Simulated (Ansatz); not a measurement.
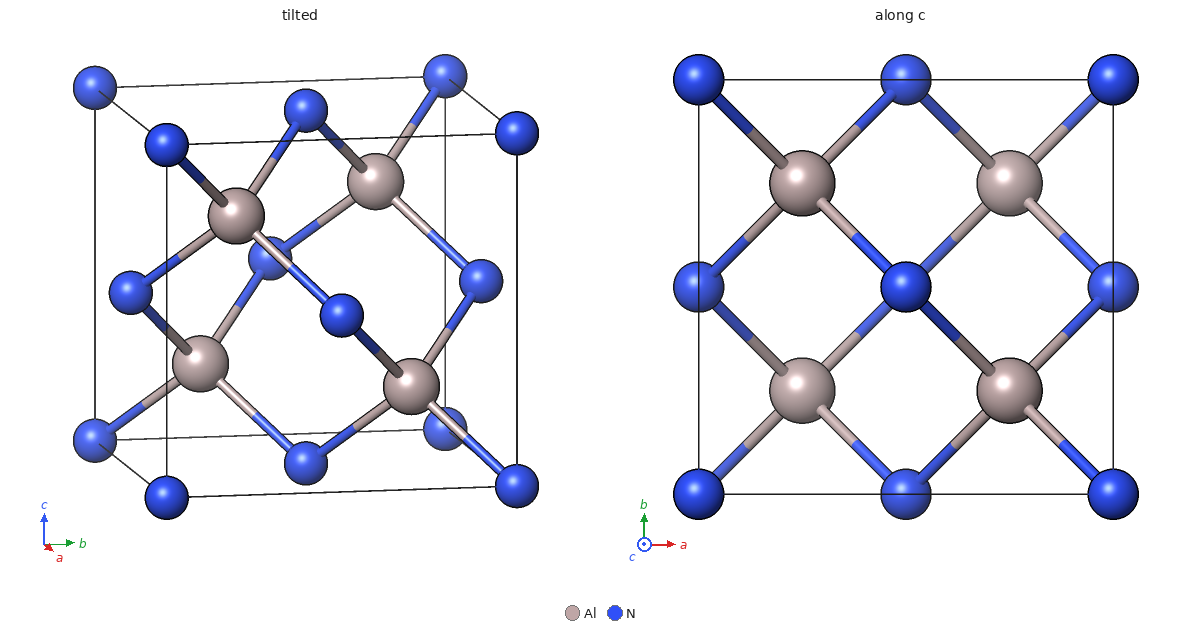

The structure above is drawn in ball-and-stick style and viewed slightly off an axis and along the c axis. Thin lines show the conventional unit cell, with boundary atoms drawn in all their periodic places. Cell: a = 4.40 Å, b = 4.40 Å, c = 4.40 Å, α = 90.00°, β = 90.00°, γ = 90.00°.

Source of the structure: a structure type filled with these elements by a generator (whether the compound takes this form wasn't checked). Earlier steps of the study may have refined or changed the cell and positions. It went into a calculation with Ansatz.

Give a description of the structure.

Answer. The material is AlN. It belongs to space group F-43m (No. 216) and has a face-centred cubic lattice. The prototype is zinc blende (sphalerite type). Content of the cell: 4 Al, 4 N (Z = 4). Al bonds to four N in a tetrahedral arrangement at about 1.9 Å. Around each N lie four Al in a tetrahedral arrangement at about 1.9 Å. The bonds build a three-dimensional framework.

The numbers come from DFT PBE, scalar-relativistic, plane waves, PAW (Ansatz), using a 420 eV plane-wave basis, k-points about 0.25 Å⁻¹ apart, Gaussian smearing of 0.02 eV, no spin polarisation.

How large a gap does the method give, if there is one?

Answer. An insulator at this level, with a gap of 3.31 eV, indirect.

State the Bader charges by element.

Answer. Al +2.42 e; N -2.42 e.

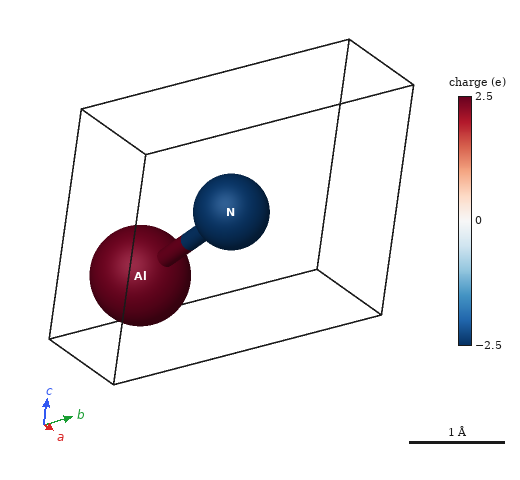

The atoms coloured by those charges. The run's cell of 2 atoms is drawn, so axes and origin can differ from the first picture.

Can this geometry be taken as optimised?

Answer. Yes. All forces vanish to within 0.01 eV/Å. The pressure is 0.0 GPa, close to zero.
